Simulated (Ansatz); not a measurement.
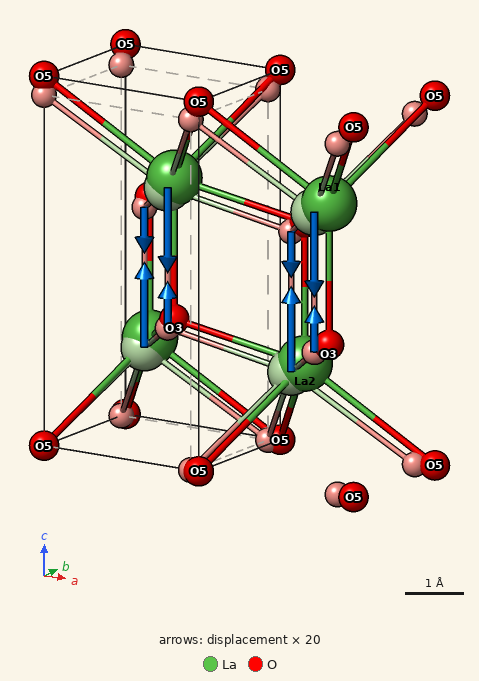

Crystalline La2O3 (built on the database structure type) at its r2SCAN-relaxed geometry, drawn pale, and a changed version of it, drawn solid. The blue arrows show how the atoms are displaced (without the part that the change of the cell carries along), magnified 20 times. Style: ball-and-stick. Shown: the cell of the calculation, repeated 2 × 1 × 1 with one cell outlined, slightly off an axis.

The calculation used DFT, r2SCAN, plane waves, PAW in Ansatz 0.2.0. Settings: plane-wave cutoff 500 eV; k-point mesh 12 × 12 × 4; occupations fixed; no spin polarisation.

Question: What was done to the structure, and with what result?

Answer: All lengths are scaled by +5.4 % (volume +17.2 %). The atoms were relaxed with r2SCAN under that strain, and this is a single point on that geometry. Near-neighbour distances before and after: La–O 2.727 → 2.918 Å, La–O 2.366 → 2.485 Å, La–O 2.450 → 2.467 Å. The space group stays P-3m1 (No. 164). The energy rises by 145 meV per atom. Pressure: 0.0 GPa before, −14.1 GPa after. The principal stresses (compression positive) are −11.6 GPa along c and −15.3 GPa across it. The forces stay under 0.01 eV/Å.
